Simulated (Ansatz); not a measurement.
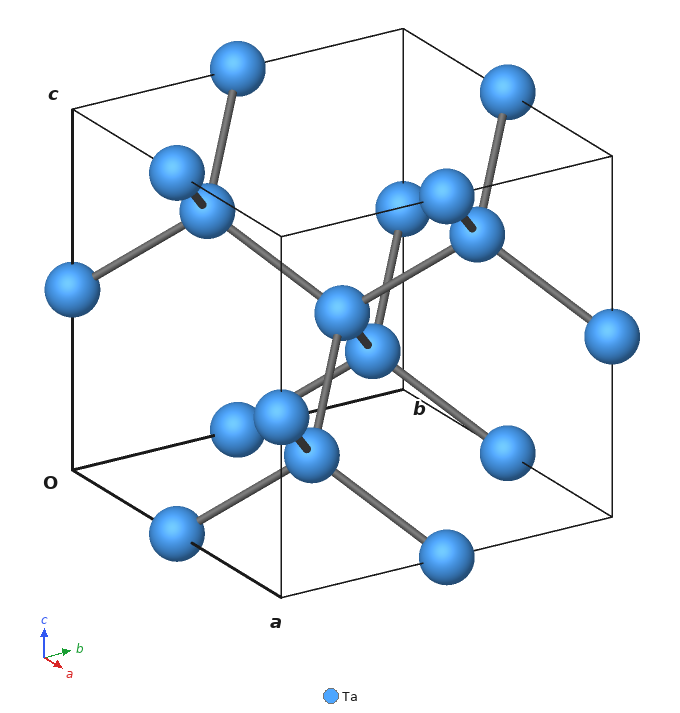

One unit cell is drawn above. Crystal: Ta, the end point of a relaxation with DFT, r2SCAN, plane waves (500 eV) with PAW, scalar-relativistic (Ansatz); the starting structure was generated, so it need not be a known form of this composition. The drawing is computed from the coordinates (standard cell, symmetry found to 0.002 Å).

```cif
data_structure
_symmetry_space_group_name_H-M 'P 1'
_symmetry_Int_Tables_number 1
_cell_length_a 6.0596
_cell_length_b 6.0596
_cell_length_c 6.0596
_cell_angle_alpha 90.000
_cell_angle_beta 90.000
_cell_angle_gamma 90.000
_cell_volume 222.50
loop_
_atom_site_label
_atom_site_type_symbol
_atom_site_fract_x
_atom_site_fract_y
_atom_site_fract_z
_atom_site_occupancy
Ta1 Ta 0.75000 0.75000 0.75000 1
Ta2 Ta 0.00000 0.50000 0.00000 1
Ta3 Ta 0.75000 0.25000 0.25000 1
Ta4 Ta 0.00000 0.00000 0.50000 1
Ta5 Ta 0.25000 0.75000 0.25000 1
Ta6 Ta 0.50000 0.50000 0.50000 1
Ta7 Ta 0.25000 0.25000 0.75000 1
Ta8 Ta 0.50000 0.00000 0.00000 1
```

What is its point group?

m-3m (Oh), order 48, cubic system: three fourfold axes, four threefold axes, six twofold axes, nine mirror planes, an inversion centre.

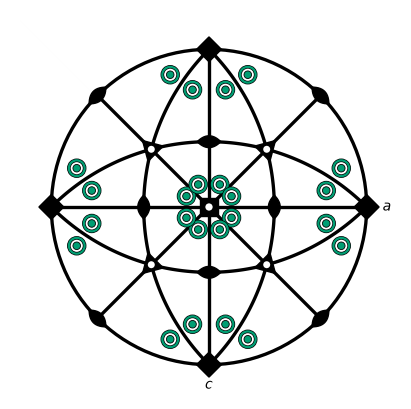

Stereographic projection: filled dots lie in the upper hemisphere, open rings in the lower; heavy lines are mirror planes (a heavy rim: a mirror in the plane of the page); lens, triangle, square and hexagon are 2-, 3-, 4- and 6-fold axes, a lens in an open square is −4, a triangle in an open hexagon −6; thin dashed diameters join the ends of axes that lie in the page; a small open circle marks inversion. The poles are one general form. The b axis points at the viewer.

What does this class allow?

Class m-3m is centrosymmetric, so neither piezoelectric nor pyroelectric; it is not chiral. Its Laue class is m-3m.
